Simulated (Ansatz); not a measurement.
**Geometry relaxation of SiO2 (part 2 of 3)**

The same run, continued: SiO2 (slab, 21 atoms in the cell); DFT r2SCAN, scalar-relativistic, plane waves, PAW, no spin polarisation (Ansatz 0.2.0); cutoff 500 eV, 6×5×1 k-mesh, Gaussian smearing of 0.05 eV. The structure derives from an entry of the Crystallography Open Database. It belongs to a series of runs on one base structure; here: (1 0 0) slab, atoms relaxed.

Geometry of the input (Å; fractional positions):
```
4.9207  0.0000  0.0000
0.0000  5.4147  0.0000
0.0000  0.0000  24.7505
O  0.8412  0.8822  0.3030
Si 0.0311  0.6667  0.3278
O  0.8412  0.4511  0.3526
O  0.2214  0.7845  0.3742
O  0.4374  0.2155  0.3990
Si 0.7344  0.3333  0.4085
Si 0.2344  0.0000  0.4193
O  0.9374  0.1178  0.4289
O  0.7214  0.5489  0.4537
O  0.3412  0.8822  0.4752
Si 0.5311  0.6667  0.5000
O  0.3412  0.4511  0.5248
O  0.7214  0.7845  0.5463
O  0.9374  0.2155  0.5711
Si 0.2344  0.3333  0.5807
Si 0.7344  0.0000  0.5915
O  0.4374  0.1178  0.6010
O  0.2214  0.5489  0.6258
O  0.8412  0.8822  0.6474
Si 0.0311  0.6667  0.6722
O  0.8412  0.4511  0.6970
```

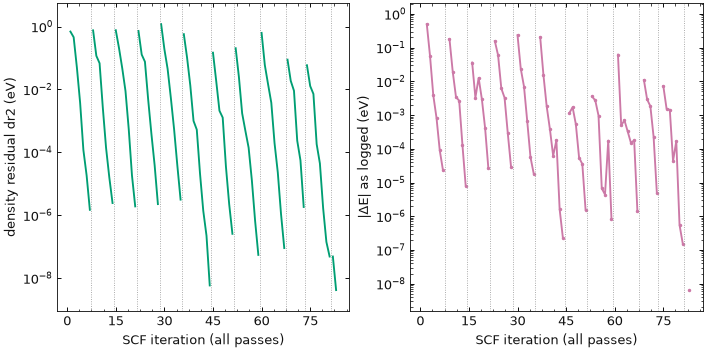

*Convergence of the self-consistent field: density residual dr2 and size of the energy change against the SCF iteration. Dotted lines part the SCF passes that the log prints in full.*

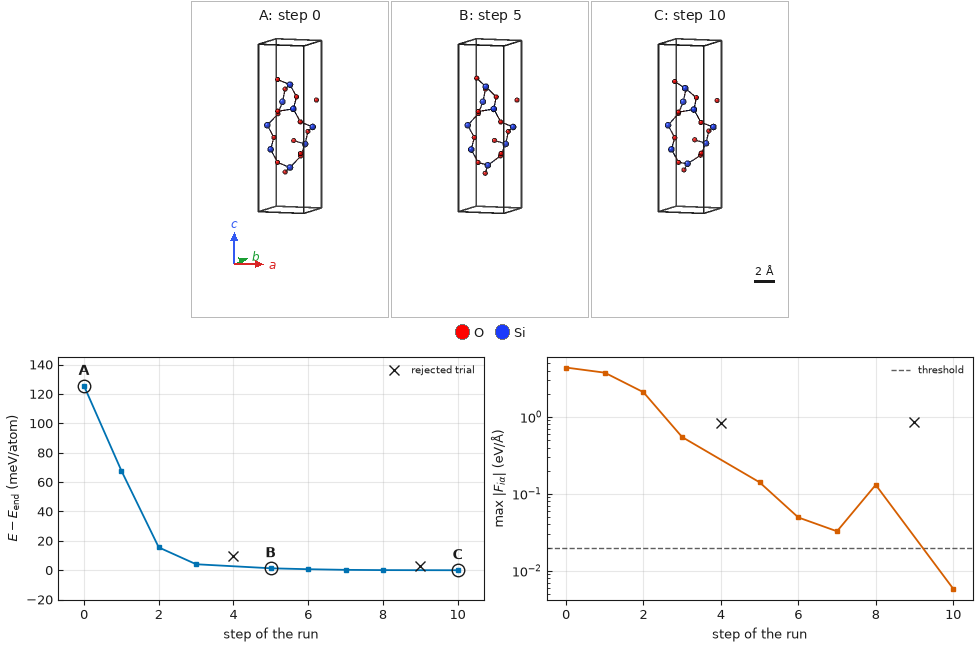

*Frames of the relaxation (ball-and-stick view of the cell of the calculation, with the vacuum cut short (origin shifted), seen slightly off an axis) above the curves, on which the letters mark them (the first geometry is step 0 here and step 1 in the log).*

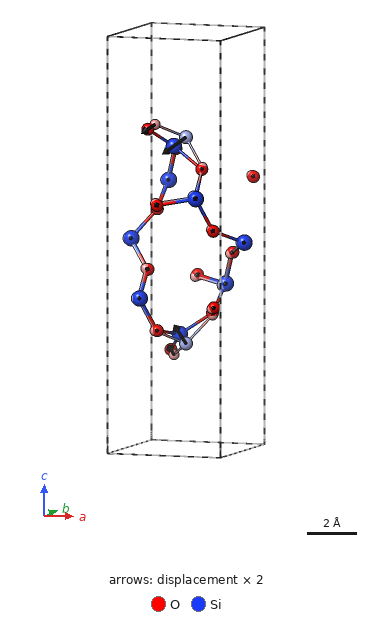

*Start (faint) and end (solid) with the displacements as black arrows, magnified 2 times (ball-and-stick view of the cell of the calculation, with the vacuum cut short (origin shifted), seen slightly off an axis).*

The energy falls by 125 meV per atom in 10 geometry steps. The largest force component goes from 4.4 to 0.0059 eV/Å. The line search rejected the trial steps at points 4, 9 (counted from 0) and went back. The largest moves, 0.64 Å, are those of Si2 and Si20. By element the largest moves are Si 0.64 Å, O 0.38 Å. The lattice vectors keep their values. Among the contacts that change: O1–Si2 1.616 → 1.510 Å, O19–Si20 1.616 → 1.602 Å, O13–Si16 1.616 → 1.629 Å, O5–Si6 1.612 → 1.603 Å. Among the angles that change: O1–Si2–O3 109.3° → 127.3°, Si2–O4–Si7 143.1° → 125.6°, O1–Si2–O4 108.7° → 124.8°. (Atoms are counted from 1 in the order of the input.)

```
WARN: The output density's exchange-correlation potential varies sharply where the density is thin. Do not read a vacuum level from v_tot or v_xc, or from such a field of the output density. On a cell that repeats whose density bears no net charge and no dipole along the vacuum's axis use v_es (v_loc + v_h of the components); under efield.dipole_correction with no amplitude use v_es + v_field, which holds any external_charges[].barrier, or the levels of the report's work_function block, which leave it out; under a non-zero efield.amplitude the vacuum is tilted and has no level; on a cell that repeats and bears such a dipole with no correction it is tilted too, and efield.dipole_correction with no amplitude gives each side of its ramp a level where efield: is served; in a cell that repeats whose density bears a net charge (total_charge, or a fill off its count) it is curved and has none; of a slab under crystal.periodic whose density bears no net charge use v_es, which has a level on each side, short of where the two are joined; of another it falls or rises all the way out and has none; of a slab beside external_charges read slab_vacuum_level instead, which it has where they leave it neutral. The grid or the basis barely resolves most such structure, and the values can differ between equally converged runs; as a rule a tighter scf.convergence.dr2_threshold does not remove it. Where the density itself ripples (under the LDA too) a higher basis.ecutwfc lessens it. The files hold the spikes' plane waves up to the density's cutoff. Files: v_tot_of_output_density and the like, and their columns of v_z.tsv (output.write_potential); v_xc_of_output_density and the like, and their columns of v_comp_z.tsv (output.write_potential_components). Measured: with its Gaussian average of σ = 0.25 Å subtracted twice, the exchange-correlation potential is over 0.1 eV at 12535 of the grid points where the equally averaged density (valence and model cores) is under 1e-3 e/Å³, and 0.391 eV at the most among them, at an averaged density of 3.2e-9 e/Å³. The input density's (outcome.potential() and, of a run that writes arrays, v_tot and v_xc) is over 0.1 eV, so measured, at 137 points of its own thin density, 0.175 eV at the most. See output.write_potential in the manual, Limitations
SCF converged after 2 iterations
Free energy (F): -12453.385677 eV
Harris-Foulkes:  -12453.385677 eV  (|F-HF|=7.35e-10)
Internal energy: -12453.385677 eV  (E = F + TS)
E sigma→0 (E₀):  -12453.385677 eV
Fermi energy:    -1.390262 eV
Dipole field:    D = -0.000017 V/Å  (p = -0.000061 e·Å, saw-weighted, corrected)
Work function:   Φ+ = 6.1188 eV   Φ− = 6.1184 eV
Levels:          The Fermi level and band energies are counted from a zero that moves with the ramp; work functions are not
--- Per-component energies (eV) ---
  E_band       = -1324.251547
  E_kinetic    = 2822.407386
  E_local      = -72326.513117  (includes V_loc(G=0)·N_el)
  E_nonlocal   = 828.543107
  E_hartree    = 34818.475061
  E_xc         = -1397.786841
  E_vxc        = -1851.455359  (∫ρ·V_xc dr)
  E_paw        = -5889.578729  (= ΣΔE_a)
  E_vpaw       = -552.005162  (= ΣTr[D̂ρ^β])
  E_aug_tail   = 0.014743  (compensation charges beyond the density's cutoff)
  E_vtau       = 117.809299  (kinetic-family band-sum trace: ∫τ·v_τ [+ j·A + Jᵃ·Aᵃ] dr)
  E_efield     = 0.000000  (sawtooth field / dipole correction)
  E_vefield    = 0.000000  (∫n·V_field dr)
  E_ewald      = 28692.034916
  E_core_change = -0.982204  (= ΣΔE_core)
  E_smearing   = -0.000000  (= −TS)
  E_closure    = -0.000000  (closes the sum)
  Σ components = -12453.385677   (vs F -12453.385677, Δ=0.00e0)
--- Forces (eV/Å), atoms counted from 1 ---
  atom   1  O      0.00075362    -0.00433278     0.00021611
  atom   2  Si     0.00088360     0.00000090     0.00130686
  atom   3  O      0.00131839     0.00134805     0.00031762
  atom   4  O     -0.00397877    -0.00462338    -0.00427773
  atom   5  O      0.00079537    -0.00036691    -0.00054428
  atom   6  Si     0.00578735    -0.00170540     0.00180816
  atom   7  Si    -0.00252361     0.00393668     0.00367446
  atom   8  O      0.00247332     0.00114022    -0.00302409
  atom   9  O     -0.00253153     0.00240889     0.00366143
  atom  10  O     -0.00125116    -0.00240709    -0.00019299
  atom  11  Si    -0.00346578    -0.00000133     0.00003418
  atom  12  O     -0.00120568     0.00243201     0.00009212
  atom  13  O     -0.00259369    -0.00250316    -0.00378167
  atom  14  O      0.00242011    -0.00109045     0.00295812
  atom  15  Si    -0.00250126    -0.00381064    -0.00357708
  atom  16  Si     0.00584709     0.00163989    -0.00158227
  atom  17  O      0.00081219     0.00035915     0.00050399
  atom  18  O     -0.00392882     0.00453350     0.00411212
  atom  19  O      0.00119557    -0.00122185    -0.00051267
  atom  20  Si     0.00086141    -0.00012961    -0.00066147
  atom  21  O      0.00081536     0.00442747    -0.00052709
  max |Σ_I F_I| component: 3.42e-5 eV/Å
--- Band table (eV; the first three rows and the last of 16) ---
  k-point 0: bands = ["-25.5753", "-25.3176", "-24.4631", "-24.1582", "-24.1325", "-24.0590", "-24.0103", "-23.5691", "-23.5420", "-23.5146", "-23.4959", "-23.4701", "-20.7107", "-20.7101", "-13.5530", "-13.4691", "-13.1761", "-12.0121", "-11.8284", "-10.8044", "-10.7166", "-10.6601", "-10.6166", "-10.5161", "-10.0660", "-9.8457", "-8.6672", "-8.4856", "-8.2579", "-8.1984", "-7.9848", "-7.8251", "-7.6643", "-7.5739", "-7.4985", "-7.2641", "-7.2588", "-7.0014", "-6.8738", "-6.7635", "-6.4469", "-6.4161", "-6.3229", "-6.2706", "-6.1231", "-5.9929", "-5.9856", "-5.5970", "-5.5702", "-5.3748", "-5.3055", "-5.2517", "-4.2977", "-4.2948", "-3.6625", "-3.6616", "0.8810", "1.2494", "2.5447", "2.7689", "3.5026", "4.3668", "4.7605", "4.9519", "5.0902", "5.3061", "5.4409", "5.5819", "5.6903", "5.7316", "5.8674", "6.1613", "6.2150", "6.3960", "6.8391", "7.0735", "7.3217"]
  k-point 1: bands = ["-25.5003", "-25.2651", "-24.5906", "-24.3827", "-24.3396", "-23.8645", "-23.7566", "-23.5754", "-23.5437", "-23.5218", "-23.4954", "-23.4625", "-20.7173", "-20.7166", "-13.9111", "-13.6110", "-12.6299", "-11.8523", "-11.7545", "-11.0332", "-10.7766", "-10.6646", "-10.5858", "-10.3650", "-10.1269", "-9.9386", "-8.6162", "-8.4874", "-8.2533", "-8.1441", "-7.9940", "-7.9107", "-7.6752", "-7.5488", "-7.3416", "-7.2511", "-7.2110", "-6.9278", "-6.9035", "-6.8240", "-6.5735", "-6.5084", "-6.3506", "-6.2816", "-6.1623", "-6.0844", "-5.8834", "-5.6108", "-5.4681", "-5.4277", "-5.3118", "-5.2890", "-4.2727", "-4.2713", "-3.6876", "-3.6842", "1.1552", "1.4189", "2.5999", "2.7857", "3.5514", "4.4043", "4.9119", "4.9556", "5.0791", "5.1169", "5.2237", "5.6165", "5.7207", "5.9171", "6.0331", "6.1510", "6.2198", "6.5066", "6.5884", "6.8525", "7.1217"]
  k-point 2: bands = ["-25.2877", "-25.1464", "-24.9484", "-24.6234", "-24.3554", "-23.7445", "-23.5860", "-23.5666", "-23.5482", "-23.5310", "-23.4903", "-23.4551", "-20.7281", "-20.7274", "-14.2235", "-13.6913", "-12.1587", "-11.5527", "-11.4940", "-11.2590", "-11.0133", "-10.6802", "-10.6174", "-10.2732", "-10.1326", "-10.1121", "-8.5064", "-8.4474", "-8.2567", "-8.1391", "-8.0890", "-7.8789", "-7.6943", "-7.4964", "-7.2663", "-7.1908", "-7.0998", "-7.0099", "-6.9152", "-6.7950", "-6.6977", "-6.6378", "-6.5517", "-6.3116", "-6.1162", "-5.9323", "-5.8815", "-5.6017", "-5.4984", "-5.4310", "-5.3504", "-5.3495", "-4.2375", "-4.2335", "-3.7317", "-3.7255", "1.6367", "1.7173", "2.7551", "2.8251", "3.6847", "4.3542", "4.4542", "4.8434", "5.1958", "5.3930", "5.5187", "5.5945", "5.8554", "5.9483", "6.0559", "6.1286", "6.2375", "6.3954", "6.4977", "6.7216", "6.8089"]
  k-point 15: bands = ["-25.1092", "-24.8876", "-24.8667", "-24.7014", "-24.2024", "-24.0315", "-23.9908", "-23.6138", "-23.5442", "-23.5248", "-23.5136", "-23.4930", "-20.7327", "-20.7324", "-13.4689", "-12.8040", "-12.7824", "-12.4040", "-11.5708", "-11.2986", "-11.2304", "-10.5570", "-10.3225", "-10.2789", "-9.9271", "-9.9093", "-8.8356", "-8.7440", "-8.4888", "-8.4003", "-7.8986", "-7.7125", "-7.5906", "-7.5340", "-7.4435", "-7.2894", "-7.1279", "-7.0534", "-6.6612", "-6.6032", "-6.5214", "-6.3950", "-6.3267", "-6.2965", "-6.1438", "-6.0193", "-5.9659", "-5.8874", "-5.7490", "-5.5810", "-5.3706", "-5.3411", "-4.1592", "-4.1569", "-3.7437", "-3.7410", "2.0040", "2.0082", "3.3132", "3.3686", "4.5409", "4.9842", "5.0573", "5.1628", "5.4248", "5.4918", "5.7985", "5.8227", "5.9604", "6.1429", "6.1785", "6.2506", "6.4457", "6.5845", "6.7367", "6.8204", "6.9018"]
--- Relaxed structure (11 steps of the walk, 9 accepted, 0 SCFs on fresh bases) ---
  F+E_penalty+E_count = -12453.38567722 eV   max|allowed force component| = 5.856e-3 eV/Å
  atoms:
    - { symbol: O, position: [0.7958507807799051, 0.9286433823504302, 0.31031113413748157] }
    - { symbol: Si, position: [-0.0493107431914616, 0.7348502128342616, 0.34157487668496983] }
    - { symbol: O, position: [0.8604069571188289, 0.4553695037238402, 0.35285189616029217] }
    - { symbol: O, position: [0.21843688404579603, 0.7878682910634206, 0.3775558782595699] }
    - { symbol: O, position: [0.4542342886743059, 0.21859845432043012, 0.4008164199466453] }
    - { symbol: Si, position: [0.7512873241633196, 0.33471467484865647, 0.40855716445151136] }
    - { symbol: Si, position: [0.25100713365696564, 0.008145104582490749, 0.42184487298563544] }
    - { symbol: O, position: [0.9547760538862305, 0.12725760085888443, 0.43212130200268617] }
    - { symbol: O, position: [0.7364459515435363, 0.5608322349118716, 0.4518759548745094] }
    - { symbol: O, position: [0.3595676755911677, 0.8884444303918203, 0.47749890224536656] }
    - { symbol: Si, position: [0.5480968203478235, 0.6666664864801399, 0.4999997894614633] }
    - { symbol: O, position: [0.35957139155951096, 0.44488667605429755, 0.5225010429560013] }
    - { symbol: O, position: [0.7364471596272045, 0.7725030811181988, 0.5481232421178245] }
    - { symbol: O, position: [0.95477858551687, 0.2060753395184596, 0.5678787297818475] }
    - { symbol: Si, position: [0.25100965663962305, 0.32518686247596046, 0.5781549924036271] }
    - { symbol: Si, position: [0.751288853338174, -0.0013816886083263117, 0.5914423392598276] }
    - { symbol: O, position: [0.45423689553341484, 0.11473513985345858, 0.5991839459547763] }
    - { symbol: O, position: [0.2184395450462375, 0.545465274206278, 0.6224436097790506] }
    - { symbol: O, position: [0.8604092949777202, 0.8779623284727366, 0.6471474610179465] }
    - { symbol: Si, position: [-0.04930846568850188, 0.598482192835584, 0.658424378116144] }
    - { symbol: O, position: [0.7958637946333299, 0.40469441780710674, 0.6896920674028243] }
```

### Trajectory as extended XYZ (Å, eV, eV/Å), 5 of the 11 frames kept, from step=1 to step=11
```
21
Lattice="4.9207 0.0000 0.0000 0.0000 5.4147 0.0000 0.0000 0.0000 24.7505" Properties=species:S:1:pos:R:3:forces:R:3 step=1 energy=-12450.75117
O     4.1393    4.7769    7.5000    2.2694  -2.3981  -0.3050
Si    0.1532    3.6098    8.1138   -4.3862   4.2278   0.9398
O     4.1393    2.4427    8.7275    0.9669  -0.5343  -0.4485
O     1.0894    4.2476    9.2609    0.9361  -1.0823  -0.0884
O     2.1524    1.1671    9.8747   -0.0127   0.1234  -0.0094
Si    3.6139    1.8049   10.1118    0.1492  -0.4039   0.0376
Si    1.1536    0.0000   10.3772   -0.0063   0.1399  -0.1198
O     4.6128    0.6378   10.6144    0.0940  -0.0562   0.0775
O     3.5497    2.9720   11.2281    0.0082  -0.0172  -0.0590
O     1.6789    4.7769   11.7615   -0.0131  -0.0071  -0.0055
Si    2.6136    3.6098   12.3752   -0.0121   0.0000   0.0000
O     1.6789    2.4427   12.9890   -0.0131   0.0071   0.0055
O     3.5497    4.2476   13.5224    0.0082   0.0172   0.0590
O     4.6128    1.1671   14.1361    0.0940   0.0562  -0.0775
Si    1.1536    1.8049   14.3733   -0.0063  -0.1399   0.1198
Si    3.6139    0.0000   14.6387    0.1492   0.4039  -0.0376
O     2.1524    0.6378   14.8758   -0.0127  -0.1234   0.0094
O     1.0894    2.9720   15.4896    0.9361   1.0823   0.0884
O     4.1393    4.7769   16.0230    0.9669   0.5343   0.4485
Si    0.1532    3.6098   16.6367   -4.3861  -4.2277  -0.9398
O     4.1393    2.4427   17.2505    2.2693   2.3981   0.3050
```
